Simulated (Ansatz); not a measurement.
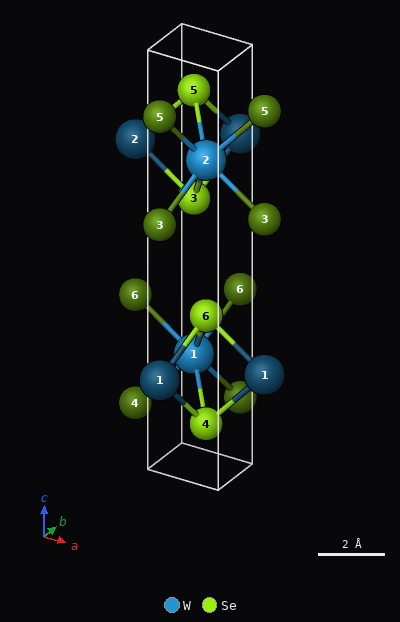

The structure as given in the input (ball-and-stick view of the cell of the calculation, seen slightly off an axis; neighbours outside the cell are drawn fainter; atoms are numbered from 1 in the order of the input). Near neighbours in the crystal (not all of them lie inside the picture): W has 6 Se at 2.56 Å; Se has 3 W at 2.56 Å.

Run report: WSe₂, field-gradient calculation (part 1 of 2)

WSe₂ (6 atoms in the cell), computed with DFT, PBE, PAW with Ansatz's default frozen-core files, scalar-relativistic, no spin polarisation (Ansatz 0.2.0).

The structure derives from an entry of the Crystallography Open Database. It belongs to a series of runs on one base structure; here: zz strain of +3 %, PAW files. Figures and captions count atoms from 1; the log counts them from 0 in places.

Input file
```yaml
crystal:
  lattice:
    - [3.2899984505, 0.0, 0.0]
    - [-1.6449992252, 2.8492222365, 0.0]
    - [0.0, 0.0, 13.3591]
  atoms:
    - { symbol: W, position: [0.3333333333, 0.6666666667, 0.25] }
    - { symbol: W, position: [0.6666666667, 0.3333333333, 0.75] }
    - { symbol: Se, position: [0.3333333333, 0.6666666667, 0.621] }
    - { symbol: Se, position: [0.6666666667, 0.3333333333, 0.121] }
    - { symbol: Se, position: [0.3333333333, 0.6666666667, 0.879] }
    - { symbol: Se, position: [0.6666666667, 0.3333333333, 0.379] }
kpoints:
  mp_grid: { grid: [11, 11, 3] }
scf:
  occupations: { method: fermi_dirac, width: 0.08 }
hamiltonian:
  xc: pbe
  pseudopotentials: { kind: paw }
output:
  forces: true
  stress: true
  eigenvalues: true
  efg: { contact_densities: true }
  write_density: true
  write_potential: true
  elf: true
  volumetric_format: npy
```

Launch command:
```bash
ansatz run input.yaml --threads 2 --pin off --max-ram 6144MiB --backend cpu --events-out ev --progress --plain --runs-dir out
```

What the program printed
```
W: output.efg is read without spin–orbit coupling, which moves field gradients at and beside such atoms by some per cent and up to a factor of two; PAW files take it under magnetization.noncollinear and magnetization.spin_orbit
Engine: ansatz 0.2.0, aarch64-unknown-linux-gnu
Pseudopotentials: kind: paw
Pseudopotential: W, paw, valence charge 14, recommended cutoff 420 eV (normal), W.paw.azcp
Pseudopotential: Se, paw, valence charge 16, recommended cutoff 420 eV (normal), Se.paw.azcp
Functional definition: PBE
  parameter kappa = 0.804
  parameter beta = 0.06672455060314922
  exchange = pbe_x(kappa = kappa, mu = beta*pi^2/3)
  correlation = pbe_c(beta = beta)
Crystal: 6 atoms, lattice volume = 125.227 Å³
Basis set: ecut = 420 eV, 2493 PW (Γ), exchange–correlation on 48×48×180 points (8 copies of the dense FFT grid, shifted against one another)
Bands: 56, of which v1, the nominal top of the filled ones, is band 46 counted from 1 (45 counted from 0)
Symmetry: 24 space group operations
Space group: P63/mmc (ITA 194), of the structure as read, at distance tolerance 5.0e-5 Å
k-points: 32 of 363
Non-local potential: W, projectors of the file, l = 0: 3, l = 1: 2, l = 2: 2, l = 3: 1
Non-local potential: Se, projectors of the file, l = 0: 2, l = 1: 2, l = 2: 3, l = 3: 1
PAW form: soft (Blöchl's): semilocal exchange-correlation on the pseudo side does not see the compensation charge
PAW one-centre angular grid: W, 590 points (default); XC on 64 Gauss nodes
PAW one-centre angular grid: Se, 590 points (default); XC on 64 Gauss nodes
Initial density: superposition of atomic densities (neutral atoms: chi_scale 0, normalization atom), corrected by the library's trained network
Initial wavefunctions: pseudopotential atomic-orbital guess
Functional: x = pbe(κ = 0.804, μ = 0.2195149727645171), c = pbe(β = 0.06672455060314922)
SCF iter   1: F=—  HF=-42649.202938 eV  |F-HF|=—  |Δ(HF+E_count)|=         —  Δρ=4.34e-3  dr2=5.96e-3  ethr=1.77e-3  ⟨swp⟩=6.0  Hψ=6646  notcnv=0
preconditioner: auto → Resta (q_TF=auto, 2.592 Å⁻¹)  ε∞=6.1  [insulator: Δε(μ)=1.041 eV  Ē_g=8.777 eV  σ=0.080 eV  W_gap=1.00  n_scr=40 (ndim 8)  ℏωp=19.9 eV  f_vac=0.054  D(μ)=0.00/eV (n_scr^D=0)  ε∞_Penn≈6.1]
SCF iter   2: F=—  HF=-42649.211999 eV  |F-HF|=—  |Δ(HF+E_count)|=   9.06e-3  Δρ=2.51e-3  dr2=2.12e-3  ethr=6.47e-6  ⟨swp⟩=2.0  Hψ=3105  notcnv=0
SCF iter   3: F=—  HF=-42649.216538 eV  |F-HF|=—  |Δ(HF+E_count)|=   4.54e-3  Δρ=6.26e-4  dr2=1.10e-3  ethr=2.30e-6  ⟨swp⟩=2.0  Hψ=2329  notcnv=0
SCF iter   4: F=—  HF=-42649.216461 eV  |F-HF|=—  |Δ(HF+E_count)|=   7.74e-5  Δρ=1.09e-4  dr2=1.17e-5  ethr=1.19e-6  ⟨swp⟩=2.7  Hψ=2858  notcnv=0
SCF iter   5: F=—  HF=-42649.216426 eV  |F-HF|=—  |Δ(HF+E_count)|=   3.46e-5  Δρ=3.58e-5  dr2=1.91e-6  ethr=1.27e-8  ⟨swp⟩=2.1  Hψ=2548  notcnv=0
SCF iter   6: F=—  HF=-42649.216428 eV  |F-HF|=—  |Δ(HF+E_count)|=   2.49e-6  Δρ=1.00e-5  dr2=4.62e-7  ethr=2.08e-9  ⟨swp⟩=2.0  Hψ=2333  notcnv=0
SCF iter   7: F=-42649.216428 eV  HF=-42649.216428 eV  |F-HF|=3.56e-8  |Δ(HF+E_count)|=   3.03e-8  Δρ=3.38e-6  dr2=3.25e-8  ethr=1.09e-10  ⟨swp⟩=10.4  Hψ=11715  notcnv=0
SCF 1 converged in 7 iterations: F = -42649.216428 eV  dr2 = 3.25e-8
  greatest PAW one-centre occupation: 1.000 electrons in one spin orbital (limit 2), on the Se atom at site 4 (counted from 0), in its partial waves of l = 2
```

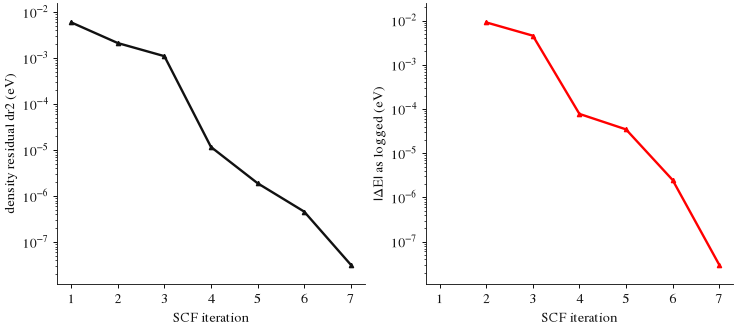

Convergence of the self-consistent field: density residual dr2 and size of the energy change against the SCF iteration. The residual falls at every step.

```
SCF converged after 7 iterations
Free energy (F): -42649.216428 eV
Harris-Foulkes:  -42649.216428 eV  (|F-HF|=3.56e-8)
Internal energy: -42649.216319 eV  (E = F + TS)
E sigma→0 (E₀):  -42649.216374 eV
Entropy (-TS):   -0.000109 eV (-0.018 meV/atom)
Fermi energy:    12.765479 eV
--- Per-component energies (eV) ---
  E_band       = -1726.751951
  E_kinetic    = 1374.259851
  E_local      = -11633.437577  (includes V_loc(G=0)·N_el)
  E_nonlocal   = -2379.594608
  E_hartree    = 5579.777231
  E_xc         = -951.173293
  E_vxc        = -871.079466  (∫ρ·V_xc dr)
  E_paw        = -24771.272063  (= ΣΔE_a)
  E_vpaw       = 623.549453  (= ΣTr[D̂ρ^β])
  E_aug_tail   = -0.002518  (compensation charges beyond the density's cutoff)
  E_ewald      = -9867.773343
  E_smearing   = -0.000109  (= −TS)
  E_closure    = 0.000000  (closes the sum)
  Σ components = -42649.216428   (vs F -42649.216428, Δ=0.00e0)
--- Forces (eV/Å), atoms counted from 1 ---
  atom   1  W     -0.00000000    -0.00000000    -0.00000000
  atom   2  W      0.00000000     0.00000000     0.00000000
  atom   3  Se    -0.00000000    -0.00000000     0.62246883
  atom   4  Se     0.00000000     0.00000000     0.62246883
  atom   5  Se    -0.00000000    -0.00000000    -0.62246883
  atom   6  Se     0.00000000     0.00000000    -0.62246883
  max |Σ_I F_I| component: 1.16e-17 eV/Å
--- Stress (GPa, compression-positive) ---
        0.573408      -0.000000      -0.000000
       -0.000000       0.573408      -0.000000
       -0.000000      -0.000000      -3.545700
  P = ⅓ Tr σ = -0.7996 GPa (-7.996 kbar)
--- PAW observables at the nuclei: V_zz in 10²¹ V/m², potentials from the cell's mean, atoms counted from 1 ---
  atom   1  W  V_zz =   -14.011011   η = 0.0000   by run symmetry: allowed
            electrostatic potential = -14806.376857 V   contact ρ = 8821962.625915 e/Å³
  atom   2  W  V_zz =   -14.011011   η = 0.0000   by run symmetry: allowed
            electrostatic potential = -14806.376857 V   contact ρ = 8821962.625915 e/Å³
  atom   3  Se V_zz =    -5.876853   η = 0.0000   by run symmetry: allowed
            electrostatic potential = -4715.131773 V   contact ρ = 262887.630391 e/Å³
  atom   4  Se V_zz =    -5.876853   η = 0.0000   by run symmetry: allowed
            electrostatic potential = -4715.131773 V   contact ρ = 262887.630391 e/Å³
  atom   5  Se V_zz =    -5.876853   η = 0.0000   by run symmetry: allowed
            electrostatic potential = -4715.131773 V   contact ρ = 262887.630391 e/Å³
  atom   6  Se V_zz =    -5.876853   η = 0.0000   by run symmetry: allowed
            electrostatic potential = -4715.131773 V   contact ρ = 262887.630391 e/Å³
--- Band table (eV; the first three rows and the last of 32) ---
  k-point 0: bands = ["-61.8531", "-61.8531", "-35.3901", "-35.3901", "-35.3900", "-35.3900", "-35.3897", "-35.3897", "-35.3896", "-35.3896", "-35.3650", "-35.3650", "-35.3648", "-35.3648", "-35.3642", "-35.3642", "-35.3640", "-35.3640", "-35.3551", "-35.3549", "-35.3537", "-35.3534", "-26.1247", "-26.1247", "-25.9808", "-25.9808", "-25.9808", "-25.9808", "-2.6506", "-2.4317", "-1.6073", "-1.2573", "5.4651", "6.4279", "8.8014", "10.0297", "10.0297", "10.0438", "10.0438", "11.0873", "11.0935", "11.0935", "11.1379", "11.1379", "11.2207", "12.2334", "15.0592", "15.0592", "15.0741", "15.0741", "15.1076", "15.1076", "15.2397", "15.2397", "16.8307", "17.6383"]
  k-point 1: bands = ["-61.8531", "-61.8531", "-35.3901", "-35.3901", "-35.3900", "-35.3900", "-35.3897", "-35.3897", "-35.3896", "-35.3896", "-35.3650", "-35.3650", "-35.3649", "-35.3649", "-35.3641", "-35.3641", "-35.3640", "-35.3640", "-35.3551", "-35.3550", "-35.3536", "-35.3535", "-26.1247", "-26.1247", "-25.9808", "-25.9808", "-25.9808", "-25.9808", "-2.6063", "-2.4997", "-1.5077", "-1.3356", "5.6556", "6.1175", "9.2792", "10.0331", "10.0331", "10.0402", "10.0402", "10.2265", "11.1046", "11.1046", "11.1268", "11.1268", "11.8088", "12.1391", "15.0574", "15.0574", "15.0601", "15.0601", "15.1507", "15.1507", "15.2120", "15.2120", "17.0455", "17.4511"]
  k-point 2: bands = ["-61.8523", "-61.8523", "-35.3900", "-35.3900", "-35.3897", "-35.3897", "-35.3897", "-35.3897", "-35.3893", "-35.3893", "-35.3651", "-35.3651", "-35.3649", "-35.3649", "-35.3644", "-35.3642", "-35.3642", "-35.3640", "-35.3550", "-35.3547", "-35.3535", "-35.3533", "-26.1211", "-26.1211", "-25.9990", "-25.9990", "-25.9850", "-25.9850", "-2.5279", "-2.3099", "-1.5353", "-1.1952", "5.6275", "6.5895", "8.7137", "9.6453", "9.6713", "10.1443", "10.1657", "10.3979", "10.8811", "10.9324", "11.0104", "11.2603", "11.4276", "12.0791", "14.6263", "14.8153", "14.8264", "14.8796", "14.9088", "15.1024", "15.2333", "15.3269", "17.5131", "18.2230"]
  k-point 31: bands = ["-61.8419", "-61.8419", "-35.3885", "-35.3885", "-35.3877", "-35.3877", "-35.3868", "-35.3868", "-35.3868", "-35.3868", "-35.3667", "-35.3665", "-35.3661", "-35.3661", "-35.3652", "-35.3651", "-35.3651", "-35.3651", "-35.3528", "-35.3528", "-35.3511", "-35.3511", "-26.1608", "-26.1608", "-26.1120", "-26.1120", "-26.0740", "-26.0740", "-0.3015", "-0.2853", "-0.2256", "-0.2103", "6.7334", "6.7804", "6.8740", "6.9466", "8.0187", "8.0306", "8.3289", "8.3969", "8.8972", "8.9786", "9.6731", "9.7860", "12.0040", "12.1150", "14.0019", "14.0180", "14.5261", "14.9997", "15.3557", "15.4461", "16.5762", "16.8045", "17.9076", "18.0917"]
```

File rho_z.tsv
```
# z_ang	rho[e/angstrom^3]
# format = ansatz-planar-average/11
# lattice	3.289998450	-0.000000000	0.000000000
# lattice	-1.644999225	2.849222237	0.000000000
# lattice	0.000000000	0.000000000	13.359100000
# sites	6
# site	74	0.000000000	1.899481491	3.339775000
# site	74	1.644999225	0.949740745	10.019325000
# site	34	0.000000000	1.899481491	8.296001100
# site	34	1.644999225	0.949740745	1.616451100
# site	34	0.000000000	1.899481491	11.742648900
# site	34	1.644999225	0.949740745	5.063098900
0.000000	4.341988e-2
0.148434	4.766355e-2
0.296869	6.135581e-2
0.445303	8.617777e-2
0.593738	1.254497e-1
0.742172	1.810806e-1
0.890607	2.618847e-1
1.039041	4.085601e-1
1.187476	7.041462e-1
1.335910	1.227895e0
1.484344	1.840490e0
1.632779	2.094614e0
1.781213	1.753580e0
1.929648	1.158257e0
2.078082	7.164596e-1
2.226517	5.030013e-1
2.374951	4.340295e-1
2.523386	4.570700e-1
2.671820	5.632670e-1
2.820254	7.418928e-1
2.968689	9.359060e-1
3.117123	1.073465e0
3.265558	1.131978e0
3.413992	1.131978e0
3.562427	1.073465e0
3.710861	9.359060e-1
3.859296	7.418928e-1
4.007730	5.632670e-1
4.156164	4.570700e-1
4.304599	4.340295e-1
4.453033	5.030013e-1
4.601468	7.164596e-1
4.749902	1.158257e0
4.898337	1.753580e0
5.046771	2.094614e0
```
